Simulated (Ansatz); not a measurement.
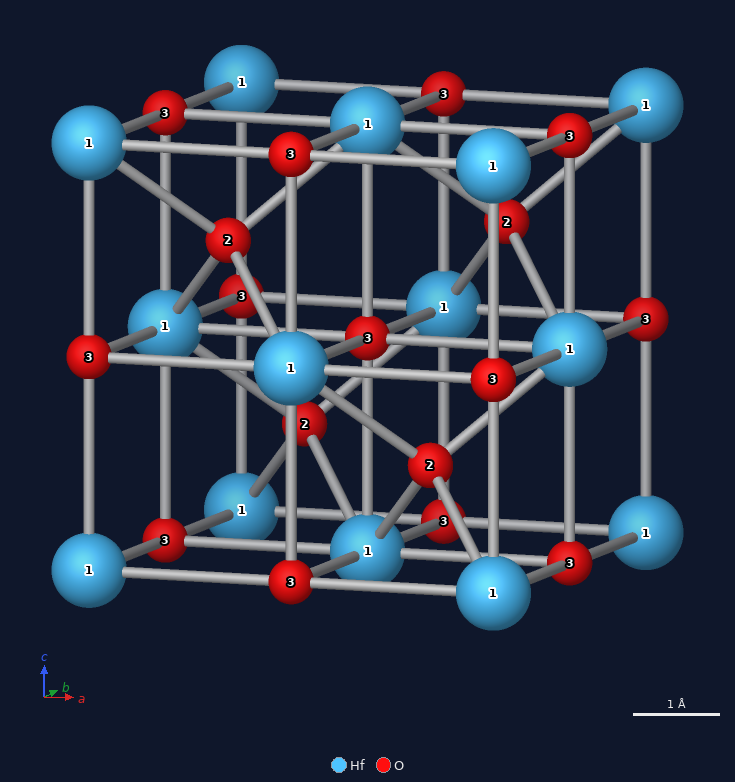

**Figure 1.** The input geometry (ball-and-stick view of the cell 4 times as large as that of the calculation, set on its symmetry axes, seen slightly off an axis; atoms are numbered from 1 in the order of the input). An atom can appear more than once, as a periodic image.

**Geometry relaxation, with input and output: HfO₂**

HfO₂ (F-43m, 3 atoms in the cell), computed with DFT PBE, scalar-relativistic, plane waves, PAW, no spin polarisation (Ansatz 0.2.0).

The structure was made by a generator, so it may or may not be a known phase. Figures and captions count atoms from 1; the log counts them from 0 in places.

Log
```
Engine: ansatz 0.2.0, x86_64-unknown-linux-gnu
Pseudopotentials: kind: paw
Pseudopotential: Hf, paw, valence charge 26, recommended cutoff 420 eV (normal), Hf.paw.azcp
Pseudopotential: O, paw, valence charge 6, recommended cutoff 420 eV (normal), O.paw.azcp
Functional definition: PBE
  parameter kappa = 0.804
  parameter beta = 0.06672455060314922
  exchange = pbe_x(kappa = kappa, mu = beta*pi^2/3)
  correlation = pbe_c(beta = beta)
Crystal: 3 atoms, lattice volume = 32.209 Å³
Basis set: ecut = 420 eV, 609 PW (Γ), exchange–correlation on 48×48×48 points (8 copies of the dense FFT grid, shifted against one another)
Bands: 23, of which v1, the nominal top of the filled ones, is band 19 counted from 1 (18 counted from 0)
Symmetry: 24 space group operations
Space group: F-43m (ITA 216), of the structure as read, at distance tolerance 3.2e-5 Å
k-points: 47 of 1000 (time reversal used)
Non-local potential: Hf, projectors of the file, l = 0: 3, l = 1: 2, l = 2: 2, l = 3: 3
Non-local potential: O, projectors of the file, l = 0: 2, l = 1: 2, l = 2: 1
PAW form: soft (Blöchl's): semilocal exchange-correlation on the pseudo side does not see the compensation charge
PAW one-centre angular grid: Hf, 590 points (default); XC on 64 Gauss nodes
PAW one-centre angular grid: O, 110 points (default); XC on 64 Gauss nodes
Initial density: superposition of atomic densities (neutral atoms: chi_scale 0, normalization atom), corrected by the library's trained network
Initial wavefunctions: pseudopotential atomic-orbital guess
Functional: x = pbe(κ = 0.804, μ = 0.2195149727645171), c = pbe(β = 0.06672455060314922)
SCF iter   1: F=—  HF=-16857.800115 eV  |F-HF|=—  |Δ(HF+E_count)|=         —  Δρ=8.44e-3  dr2=2.52e-2  ethr=1.77e-3  ⟨swp⟩=4.9  Hψ=4020  notcnv=0
preconditioner: auto → none  [insulator: Δε(μ)=2.350 eV  Ē_g=17.370 eV  σ=0.020 eV  W_gap=1.00  n_scr=14 (ndim 8)  ℏωp=39.3 eV  f_vac=0.008  D(μ)=0.00/eV (n_scr^D=0)  ε∞_Penn≈6.1]
SCF iter   2: F=—  HF=-16857.796732 eV  |F-HF|=—  |Δ(HF+E_count)|=   3.38e-3  Δρ=3.08e-3  dr2=2.40e-3  ethr=6.63e-5  ⟨swp⟩=2.1  Hψ=1732  notcnv=0
SCF iter   3: F=—  HF=-16857.796731 eV  |F-HF|=—  |Δ(HF+E_count)|=   8.16e-7  Δρ=7.75e-4  dr2=1.44e-4  ethr=6.31e-6  ⟨swp⟩=2.0  Hψ=1863  notcnv=0
SCF iter   4: F=—  HF=-16857.796731 eV  |F-HF|=—  |Δ(HF+E_count)|=   3.75e-7  Δρ=3.70e-4  dr2=1.95e-5  ethr=3.78e-7  ⟨swp⟩=2.0  Hψ=1974  notcnv=0
SCF iter   5: F=—  HF=-16857.796609 eV  |F-HF|=—  |Δ(HF+E_count)|=   1.22e-4  Δρ=6.41e-5  dr2=5.25e-7  ethr=5.12e-8  ⟨swp⟩=2.0  Hψ=1899  notcnv=0
SCF iter   6: F=-16857.796609 eV  HF=-16857.796609 eV  |F-HF|=3.96e-9  |Δ(HF+E_count)|=   5.15e-8  Δρ=1.28e-5  dr2=2.66e-8  ethr=2.63e-10  ⟨swp⟩=10.2  Hψ=9584  notcnv=0
SCF 1 converged in 6 iterations: F = -16857.796609 eV  dr2 = 2.66e-8
  Residual-converged pass: ⟨swp⟩=1.1  Hψ=1273  notcnv=0  max |occ|·‖R‖ = 7.0e-9 eV (tolerance 1.0e-8 eV)  dr2=2.66e-8  dr2_onsite=2.60e-8  max |Δocc| = 0.0e0
  greatest PAW one-centre occupation: 0.999 electrons in one spin orbital (limit 2), on the Hf atom at site 0 (counted from 0), in its partial waves of l = 0
relax step   1: F+E_penalty+E_count = -16857.79660877 eV  Δ(F+E_penalty+E_count) = +0.000e0 eV  max|allowed force component| = 1.180e-16 eV/Å  Δτ_max = 0.0000 Å  P = -0.002 GPa  Ω = 32.209 Å³  (6 SCF iters, dr2 threshold 1.00e-7 eV, accepted)
Initial density: handed on by an earlier stage of this run
Initial wavefunctions: pseudopotential atomic-orbital guess (no wavefunctions were taken with the density)
iter 1 solved again at ethr=2.66e-8 eV; its pass at ethr=3.10e-3 eV (dr2=1.01e-5 eV) is discarded
SCF iter   1: F=—  HF=-16857.796731 eV  |F-HF|=—  |Δ(HF+E_count)|=         —  Δρ=1.28e-5  dr2=2.50e-8  ethr=2.66e-8  ⟨swp⟩=3.3  Hψ=7377  notcnv=0
preconditioner: auto → none  [insulator: Δε(μ)=2.292 eV  Ē_g=17.395 eV  σ=0.020 eV  W_gap=1.00  n_scr=14 (ndim 8)  ℏωp=39.3 eV  f_vac=0.004  D(μ)=0.00/eV (n_scr^D=0)  ε∞_Penn≈6.1]
SCF iter   2: F=—  HF=-16857.796609 eV  |F-HF|=—  |Δ(HF+E_count)|=   1.23e-4  Δρ=8.95e-6  dr2=1.40e-8  ethr=6.59e-11  ⟨swp⟩=2.7  Hψ=2142  notcnv=0
SCF iter   3: F=—  HF=-16857.796609 eV  |F-HF|=—  |Δ(HF+E_count)|=   4.45e-9  Δρ=3.50e-6  dr2=1.52e-9  ethr=3.67e-11  ⟨swp⟩=3.0  Hψ=1851  notcnv=0
SCF iter   4: F=—  HF=-16857.796609 eV  |F-HF|=—  |Δ(HF+E_count)|=   2.00e-9  Δρ=7.10e-7  dr2=1.19e-10  ethr=3.99e-12  ⟨swp⟩=2.0  Hψ=1782  notcnv=0
iter 5 did not close the SCF: its close was put off for the readings that it lacked (scf_convergence_deferred on its scf_iter line)
SCF iter   5: F=-16857.796609 eV  HF=-16857.796609 eV  |F-HF|=7.28e-12  |Δ(HF+E_count)|=  1.46e-11  Δρ=1.69e-7  dr2=3.91e-12  ethr=1.00e-12  ⟨swp⟩=2.4  Hψ=1522  notcnv=0
SCF iter   6: F=-16857.796609 eV  HF=-16857.796609 eV  |F-HF|=0.00e0  |Δ(HF+E_count)|=    0.00e0  Δρ=5.90e-8  dr2=4.41e-13  ethr=1.00e-12  ⟨swp⟩=4.6  Hψ=5222  notcnv=0
SCF 2 converged in 6 iterations: F = -16857.796609 eV  dr2 = 4.41e-13
relax step   2: F+E_penalty+E_count = -16857.79660879 eV  Δ(F+E_penalty+E_count) = -1.839e-8 eV  max|allowed force component| = 1.002e-16 eV/Å  Δτ_max = 0.0000 Å  P = -0.002 GPa  Ω = 32.209 Å³  stress off target by 2.13e-3 GPa  SCF on the basis re-selected at this cell (its energy is not comparable with the rows above)  (6 SCF iters)
```

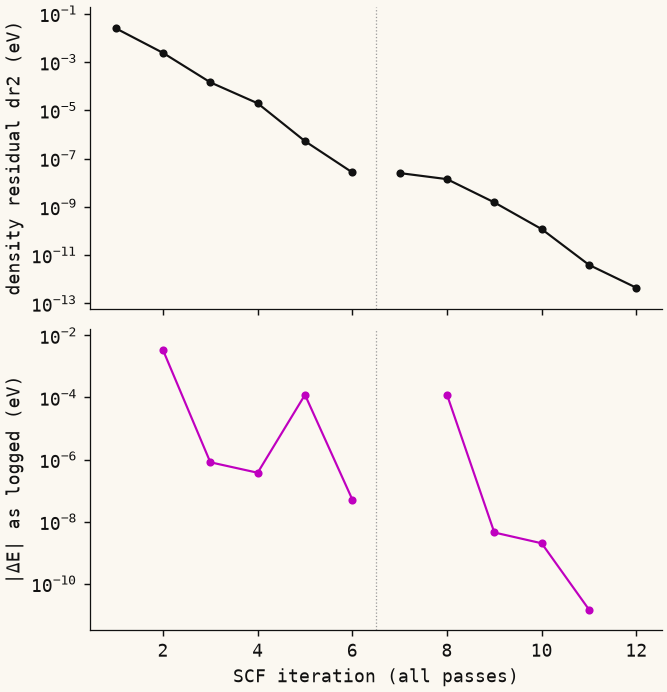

**Figure 2.** Convergence of the self-consistent field: density residual dr2 and size of the energy change against the SCF iteration. The dotted lines part the SCF passes of the relaxation: geometry steps, rejected trials and re-solves on a re-selected basis. The passes take 6 and 6 iterations.

```
basis re-selected at this cell: Δ(F+E_penalty+E_count) = -1.839e-8 eV, ΔP = +0.000 GPa vs the last step (what re-selecting the basis moved, of the pressure what is left beyond the Pulay correction that the steps carried, after the strain that the cell walked since its last selection, with what the two solves' SCF thresholds leave and, on support functions, any second-order correction that the steps lacked; it is no measure of the basis error at this ecutwfc). This SCF's stress stands 2.13e-3 GPa from its target on what of the cell is left free (relax.cell.stress_tol is 5.00e-2 GPa) and its largest allowed force component is 1.00e-16 eV/Å (relax.f_tol is 1.00e-2 eV/Å): within both
SCF converged after 6 iterations
Free energy (F): -16857.796609 eV
Harris-Foulkes:  -16857.796609 eV  (|F-HF|=0.00e0)
Internal energy: -16857.796609 eV  (E = F + TS)
E sigma→0 (E₀):  -16857.796609 eV
Fermi energy:    18.170315 eV
--- Per-component energies (eV) ---
  E_band       = 69.981762
  E_kinetic    = 769.370336
  E_local      = -5502.426653  (includes V_loc(G=0)·N_el)
  E_nonlocal   = -1147.859028
  E_hartree    = 2523.063464
  E_xc         = -446.856585
  E_vxc        = -453.788779  (∫ρ·V_xc dr)
  E_paw        = -7240.630468  (= ΣΔE_a)
  E_vpaw       = 1358.554158  (= ΣTr[D̂ρ^β])
  E_aug_tail   = 0.004795  (compensation charges beyond the density's cutoff)
  E_ewald      = -5812.462470
  E_smearing   = -0.000000  (= −TS)
  E_closure    = -0.000000  (closes the sum)
  Σ components = -16857.796609   (vs F -16857.796609, Δ=0.00e0)
--- Forces (eV/Å), atoms counted from 1 ---
  atom   1  Hf     0.00000000    -0.00000000     0.00000000
  atom   2  O      0.00000000    -0.00000000    -0.00000000
  atom   3  O     -0.00000000     0.00000000     0.00000000
  max |Σ_I F_I| component: 2.80e-16 eV/Å
--- Stress (GPa, compression-positive) ---
       -0.002133       0.000000      -0.000000
       -0.000000      -0.002133       0.000000
        0.000000       0.000000      -0.002133
  P = ⅓ Tr σ = -0.0021 GPa (-0.021 kbar)
--- Band table (eV; the first three rows and the last of 47) ---
  k-point 0: bands = ["-44.8398", "-13.3337", "-13.3337", "-13.3337", "-2.6706", "2.1221", "5.2048", "5.2048", "5.2048", "5.2615", "5.2615", "5.2615", "5.3408", "12.2474", "12.2474", "12.2474", "15.2735", "15.2735", "15.2735", "19.5620", "20.0650", "20.0650", "23.7982"]
  k-point 1: bands = ["-44.8385", "-13.3727", "-13.3375", "-13.3375", "-2.5473", "2.0031", "5.2077", "5.2077", "5.2092", "5.2587", "5.2587", "5.2616", "5.3383", "12.2158", "12.2158", "12.2241", "15.2351", "15.2351", "15.2585", "20.1010", "20.3811", "20.3811", "23.4577"]
  k-point 2: bands = ["-44.8353", "-13.4725", "-13.3473", "-13.3473", "-2.2099", "1.6893", "5.2149", "5.2149", "5.2203", "5.2520", "5.2520", "5.2618", "5.3292", "12.0690", "12.0942", "12.0942", "15.2621", "15.2621", "15.5343", "21.0280", "21.1430", "21.1430", "23.0044"]
  k-point 46: bands = ["-44.8223", "-13.6380", "-13.5039", "-13.4544", "-0.5110", "0.0167", "5.2140", "5.2300", "5.2377", "5.2391", "5.2441", "5.2473", "5.2611", "11.1298", "12.1278", "14.1658", "14.8544", "15.7022", "17.0245", "20.4503", "21.2549", "22.5132", "22.7145"]
--- Relaxed structure (1 steps of the walk, 1 accepted, 1 SCFs on fresh bases) ---
  F+E_penalty+E_count = -16857.79660879 eV   max|allowed force component| = 1.002e-16 eV/Å   (the final SCF, on the basis selected at the relaxed cell)
  cell:  # Å, volume = 32.2092 Å³
    - [0.0, 2.5253220209, 2.5253220209]
    - [2.5253220209, 0.0, 2.5253220209]
    - [2.5253220209, 2.5253220209, 0.0]
  atoms:
    - { symbol: Hf, position: [0.0, 0.0, 0.0] }
    - { symbol: O, position: [0.25, 0.25, 0.25] }
    - { symbol: O, position: [0.5, 0.5, 0.5] }
```

Trajectory as extended XYZ (Å, eV, eV/Å), 2 frames, from step=1 to step=2
```
3
Lattice="0.0000 2.5253 2.5253 2.5253 0.0000 2.5253 2.5253 2.5253 0.0000" Properties=species:S:1:pos:R:3:forces:R:3 step=1 energy=-16857.79661 pressure_GPa=-0.00
Hf    0.0000    0.0000    0.0000    0.0000   0.0000   0.0000
O     1.2627    1.2627    1.2627    0.0000   0.0000   0.0000
O     2.5253    2.5253    2.5253    0.0000   0.0000   0.0000
3
Lattice="0.0000 2.5253 2.5253 2.5253 0.0000 2.5253 2.5253 2.5253 0.0000" Properties=species:S:1:pos:R:3:forces:R:3 step=2 energy=-16857.79661 pressure_GPa=-0.00
Hf    0.0000    0.0000    0.0000    0.0000   0.0000   0.0000
O     1.2627    1.2627    1.2627    0.0000   0.0000   0.0000
O     2.5253    2.5253    2.5253    0.0000   0.0000   0.0000
```

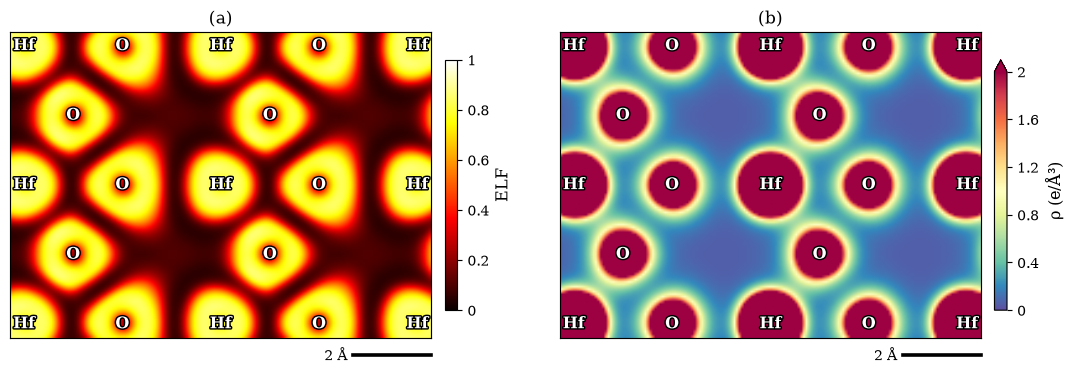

**Figure 3.** (a) ELF; (b) valence pseudo-density on the (101) plane of the conventional cell. Atoms in the plane: Hf and O. Hf–O (2.19 Å): the density is about 0.61 e/Å³ at the midpoint; the ELF is about 0.20 at the midpoint. Hf–O (2.53 Å): ρ at the midpoint is about 0.25 e/Å³; the ELF is about 0.10 at the midpoint, which marks ionic bonding with no shared pair. Away from the nuclei the density in this plane falls to 0.05 e/Å³ at its lowest. The strong features right at Hf lie inside the PAW spheres (semicore, d or f shells) and say nothing about bonding. In a PAW calculation such maps are meaningful between the atoms, not at the nuclei.

This output came from the following input.

Input
```yaml
crystal:
  lattice:
    - [0.0, 2.5253220209, 2.5253220209]
    - [2.5253220209, 0.0, 2.5253220209]
    - [2.5253220209, 2.5253220209, 0.0]
  atoms:
    - { symbol: Hf, position: [0.0, 0.0, 0.0] }
    - { symbol: O, position: [0.25, 0.25, 0.25] }
    - { symbol: O, position: [0.5, 0.5, 0.5] }
basis:
  ecutwfc: 420
kpoints:
  mp_grid: { grid: [10, 10, 10] }
hamiltonian:
  xc: pbe
scf:
  occupations: { method: gaussian, width: 0.02 }
output:
  forces: true
  stress: true
  eigenvalues: true
  write_density: true
  write_potential: true
  elf: true
  volumetric_format: npy
relax:
  adjacent_minimum: "off"
  f_tol: 0.01
  max_steps: 80
  cell: { stress_tol: 0.05 }
```

Launch command:
```bash
ansatz run input.yaml --threads 1 --pin off --max-ram 2560MiB --backend cpu --events-out ev --progress --plain --runs-dir out
```

Summary

- outcome: converged
- space group (tolerance 0.01 Å): F-43m (216)
- electrons treated: 38
- free energy: −16857.7966 eV
- Fermi energy: 18.170 eV
- gap on the k-point mesh: 2.29 eV
- pressure: 0.00 GPa
- final volume: 32.21 Å³
- largest force (length of the vector) at the end: under 0.001 eV/Å
- final cell: a = 3.571 Å, b = 3.571 Å, c = 3.571 Å, α = 60.00°, β = 60.00°, γ = 60.00°
- hardware: 1 thread of Intel Xeon @ 2.50GHz (Skylake/Cascade Lake), 189 GiB of memory available, shared host
- wall time: 28 s (CPU time 17 s; the host was busy)
- peak memory: 0.37 GiB

Remarks

Spin–orbit coupling is left out, which matters for Hf.
